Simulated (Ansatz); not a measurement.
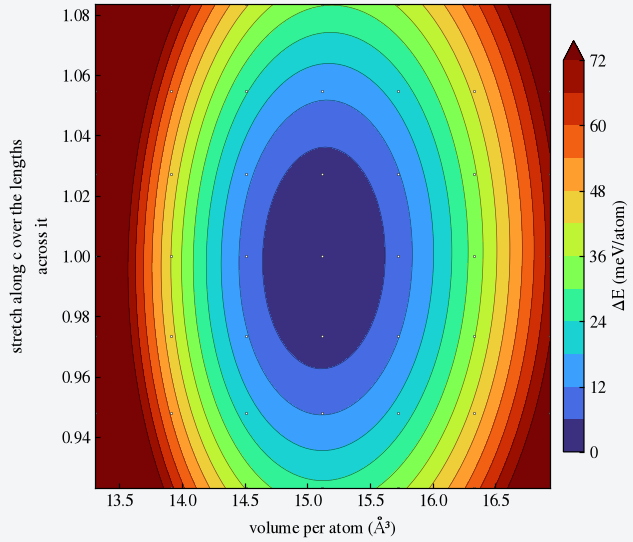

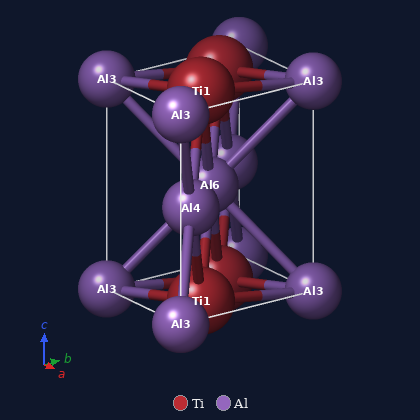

Energy landscape of TiAl2 (Cmmm, No. 65; 6 atoms in the cell). The energy is mapped over volume and the cell's shape. The first coordinate is: volume per atom; the second: stretch along c over the lengths across it, relative to the relaxed cell. Nothing is relaxed (fractional coordinates fixed). The grid has 7 × 7 points. Points are written as (first, second). All energies are given in meV/atom relative to the lowest grid point. All numbers below come from DFT LDA, scalar-relativistic, plane waves, PAW in Ansatz. Settings: cutoff 520 eV, k-mesh 12×12×12, gaussian smearing 0.15 eV, no spin polarisation.

In the figure: filled contours, dots at the grid points, one colour for all values above the top of the scale. Between grid points the surface is interpolated. The second picture is the structure at the lowest point

> Summarise what can be read from the map.

The lowest grid point is at (15.12 Å³, 1.000). No other kind of well shows on this grid. The highest grid point, (13.30 Å³, 1.083), lies 140 meV/atom above the lowest. Round the minimum the two coordinates are nearly uncoupled.

The input of one point:

```yaml
crystal:
  lattice:
    - [1.9317466237, -5.9731680891, 0.0]
    - [1.9317466237, 5.9731680891, 0.0]
    - [0.0, 0.0, 3.9310971572]
  atoms:
    - { symbol: Ti, position: [0.6560576955, 0.3439423045, 0.0] }
    - { symbol: Ti, position: [0.3439423045, 0.6560576955, 0.0] }
    - { symbol: Al, position: [0.0, 0.0, 0.0] }
    - { symbol: Al, position: [0.8269820961, 0.1730179039, 0.5] }
    - { symbol: Al, position: [0.1730179039, 0.8269820961, 0.5] }
    - { symbol: Al, position: [0.5, 0.5, 0.5] }
basis:
  ecutwfc: 520.0
kpoints:
  mp_grid: { grid: [12, 12, 12] }
hamiltonian:
  xc: lda
  pseudopotentials: { kind: paw, azcp: { folder: soft_1 } }
scf:
  occupations: { method: gaussian, width: 0.15 }
output:
  forces: true
  stress: true
  eigenvalues: true
  write_density: true
  write_potential: true
  elf: true
  volumetric_format: npy
```

The whole map (49 points run) took 13 min on 4 threads of Arm Neoverse V1 (shared host).
